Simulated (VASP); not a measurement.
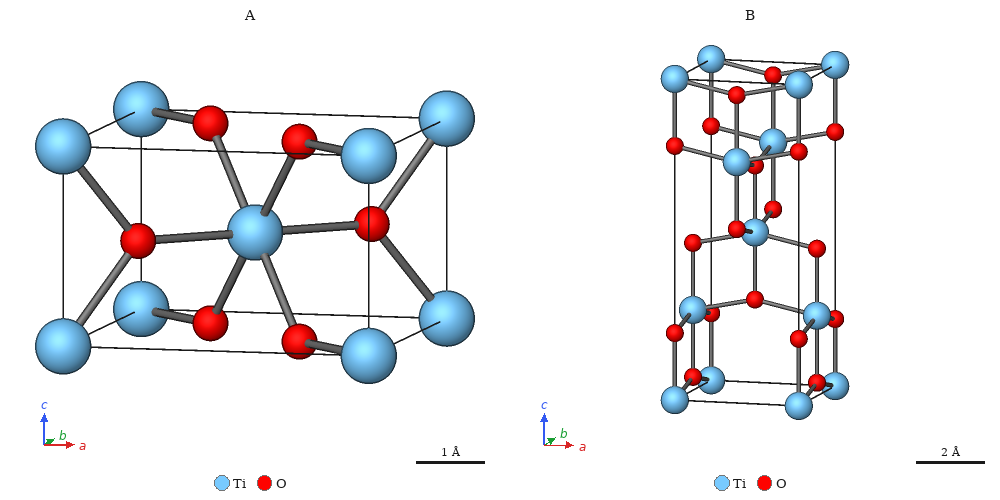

Two structures of TiO₂, each relaxed (cell and atoms) at zero pressure; conventional cells in solid outline, small ones repeated, each panel with its own scale. Alike in all runs: VASP 6.6.1; functional BLYP; dispersion D3; VASP's PAW PBE potentials, release 64 (Ti_sv, O); cutoff 600 eV; occupations fermi-dirac, width 0.05 eV; no spin polarisation; no spin-orbit coupling. The k meshes have like spacings.

Give the type and space group of each panel.

A: rutile, P4₂/mnm; B: anatase, I4₁/amd.

Rank them by energy, lowest first.

B, then A (+17 meV/atom), static energies at zero smearing.

Could pressure favour another of these structures?

A is denser (10.7 against 11.6 Å³/atom), so pressure favours it. Setting PΔV equal to ΔE at fixed volumes gives a first estimate of 3.1 GPa for the crossing; compression of both forms, other phases and heat would move it.

Collect the results in a table.

| panel | space group | E − E(lowest) (meV/atom) | volume (Å³/atom) | gap (eV) |
| --- | --- | --- | --- | --- |
| B | I4₁/amd | 0 | 11.6 | 2.04 |
| A | P4₂/mnm | 17 | 10.7 | 1.78 |

The starts are database entries or structure types tried for this composition, and the most stable form need not be among them. Approximate functionals can misorder forms that lie within a few tens of meV/atom, as they do the rutile and anatase forms of TiO₂. Gaps are the least found on the k-mesh, which misses some points of high symmetry; where the band edges lie there, the true gap is smaller, at times by an eV.

Caveat: semilocal functionals give gaps below the measured ones.
